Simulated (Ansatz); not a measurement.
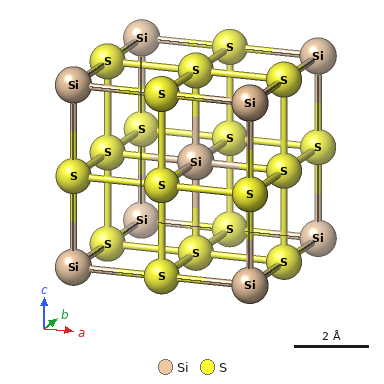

An orthographic ball-and-stick view of the structure, slightly off an axis. The parallelepiped is the conventional unit cell. Cell: a = 5.16 Å, b = 5.16 Å, c = 5.16 Å, α = 90.00°, β = 90.00°, γ = 90.00°.

The structure comes from a structure type filled with these elements by a generator (whether the compound takes this form wasn't checked). Earlier steps of the study may have refined or changed the cell and positions. An electronic-structure calculation with Ansatz was run on it.

Q: Characterise what is shown.

A: Its composition is SiS3. Its lattice is body-centred cubic, its space group Im-3m (No. 229). The cell comprises 2 formula units: 2 Si, 6 S. Each Si atom is coordinated by six S in an octahedral arrangement at about 2.6 Å. The neighbours of S are four S and two Si in an octahedral arrangement (about 2.6 Å to S, 2.6 Å to Si). The bonds build a three-dimensional framework.

Results below were computed with Ansatz 0.2.0, DFT PBE, scalar-relativistic, plane waves, PAW; the settings were a 420 eV plane-wave basis, k-points about 0.14 Å⁻¹ apart, Gaussian smearing of 0.1 eV, no spin polarisation.

Q: Predict the gap.

A: A metal: bands cross the Fermi level.

Q: List the Bader charges.

A: Si +0.99 e; S -0.33 e.

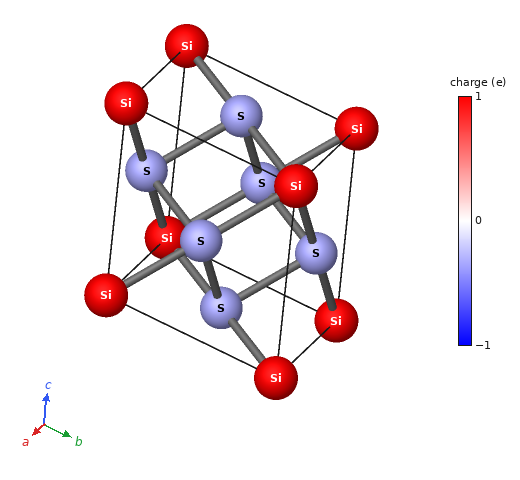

The atoms coloured by those charges. The run's cell of 4 atoms is drawn, so axes and origin can differ from the first picture.

Q: Can this geometry be taken as optimised?

A: Yes. All forces vanish to within 0.01 eV/Å. The pressure is 0.0 GPa, close to zero.
